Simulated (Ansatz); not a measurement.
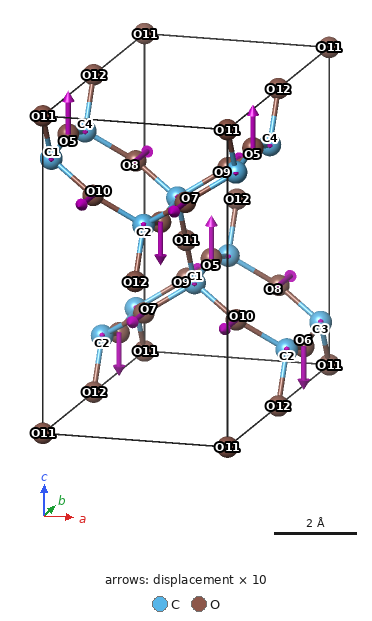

A relaxation of crystalline CO$_{2}$ (a generated structure, set up in Imma) (coarse preliminary run). The starting structure is drawn; purple arrows show the displacements (the part carried along by the change of the cell is left out), magnified 10 times.

A ball-and-stick model of the conventional cell (2 times the calculation's cell), seen slightly off an axis. Lengths and directions refer to the drawn axes.

Case: Si → C on all its sites, cell and atoms relaxed.

Computed with Ansatz 0.2.0, DFT LDA, scalar-relativistic, plane waves, PAW.

Input
```yaml
crystal:
  lattice:
    - [-2.3821531618, 4.3158941831, 4.0415393131]
    - [2.3821531618, -4.3158941831, 4.0415393131]
    - [2.3821531618, 4.3158941831, -4.0415393131]
  atoms:
    - { symbol: C, position: [0.9275554424, 0.844101521, 0.0834539215] }
    - { symbol: C, position: [0.7393524005, 0.155898479, 0.5834539215] }
    - { symbol: C, position: [0.0724445576, 0.155898479, 0.9165460785] }
    - { symbol: C, position: [0.2606475995, 0.844101521, 0.4165460785] }
    - { symbol: O, position: [0.1278353228, 0.8778353228, 0.25] }
    - { symbol: O, position: [0.8721646772, 0.1221646772, 0.75] }
    - { symbol: O, position: [0.7902925021, 0.5, 0.7902925021] }
    - { symbol: O, position: [0.2097074979, 0.0, 0.7097074979] }
    - { symbol: O, position: [0.2097074979, 0.5, 0.2097074979] }
    - { symbol: O, position: [0.7902925021, 0.0, 0.2902925021] }
    - { symbol: O, position: [0.0, 0.0, 0.0] }
    - { symbol: O, position: [0.5, 0.0, 0.5] }
basis:
  ecutwfc: 420
kpoints:
  mp_grid: { grid: [6, 6, 6] }
hamiltonian:
  xc: lda
scf:
  occupations: { method: gaussian, width: 0.1 }
output:
  forces: true
  stress: true
  eigenvalues: true
relax:
  adjacent_minimum: "off"
  f_tol: 0.05
  max_steps: 60
  cell: { stress_tol: 0.5 }
```

Command:
```bash
ansatz run input.yaml --threads 2 --pin off --max-ram 5120MiB --backend cpu --events-out ev --progress --plain --runs-dir out
```

Which element moves most?

Oxygen: up to 0.12 Å, against 0.01 Å for carbon.

Describe the change and its energy.

Over 6 accepted moves (8 points after the start) the energy falls by 374 meV per atom. Largest force component: 2.3 eV/Å at the start, 0.025 eV/Å at the end. Pressure: −29.25 GPa at the start and −0.07 GPa at the end. The SCF was repeated twice at an unchanged geometry on a basis and grid sized afresh for the cell, which shifted the energy by 7.0 meV per atom at most. The largest moves relative to the cell, 0.12 Å, are those of O7, O8, O9 and O10. O10 goes along −b. By element the largest moves are O 0.12 Å, C 0.01 Å. Cell: a 4.764 → 4.375 Å (−8.2 %), b 8.632 → 7.936 Å (−8.1 %), c 8.083 → 7.459 Å (−7.7 %). Volume −22.1 %. Near-neighbour distances that change, for instance: C1–O11 1.452 → 1.346 Å, C1–O5 1.463 → 1.374 Å, C1–O10 1.462 → 1.376 Å. Among the angles between lasting bonds that change: C1–O7–C2 150.5° → 140.5°, C1–O5–C4 158.5° → 148.6°, O5–C4–O8 110.3° → 117.5°. The space group stays Imma (No. 74). Cost: 81 s on 2 threads of Arm Neoverse V2 (shared host), peak memory 0.56 GiB.
